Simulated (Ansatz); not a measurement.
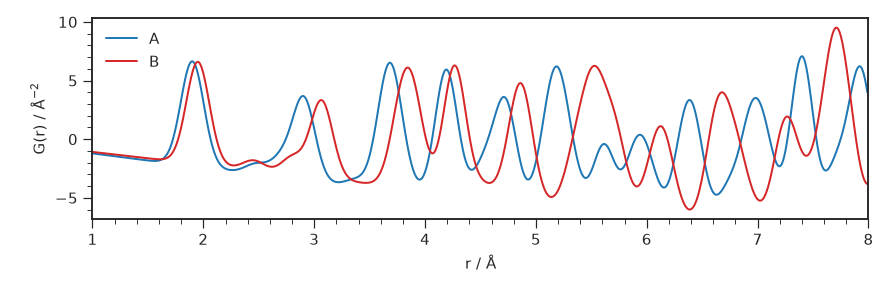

Each curve is a calculated X-ray PDF: distances of the static structure, each pair weighted by the product of the atomic numbers (X-ray weights at Q = 0), broadened by Gaussians with σ = 0.10 Å. Both curves are of TiO2 in space group I4_1/amd, for two cells of different size. A: the geometry relaxed (final pressure about 20 GPa) with DFT, PAW plane waves, r2scan (Ansatz); the starting structure was generated, so it need not be a known form of this composition; B: the end point of a relaxation with DFT, PAW plane waves, r2scan+U in Ansatz; the starting structure was generated, so it need not be a known form of this composition.

Which cell is the larger, and by how much?

Cell B is larger: the volume of B is 11.6 % above that of A (10.36 and 11.57 Å³ per atom), a mean linear change of 3.7 %. The shortest distance is 1.890 Å in A and 1.943 Å in B.

Give both cells.

Cell A: a = 3.733 Å, b = 3.733 Å, c = 8.922 Å, α = 90.00°, β = 90.00°, γ = 90.00°
Cell B: a = 3.794 Å, b = 3.794 Å, c = 9.644 Å, α = 90.00°, β = 90.00°, γ = 90.00°
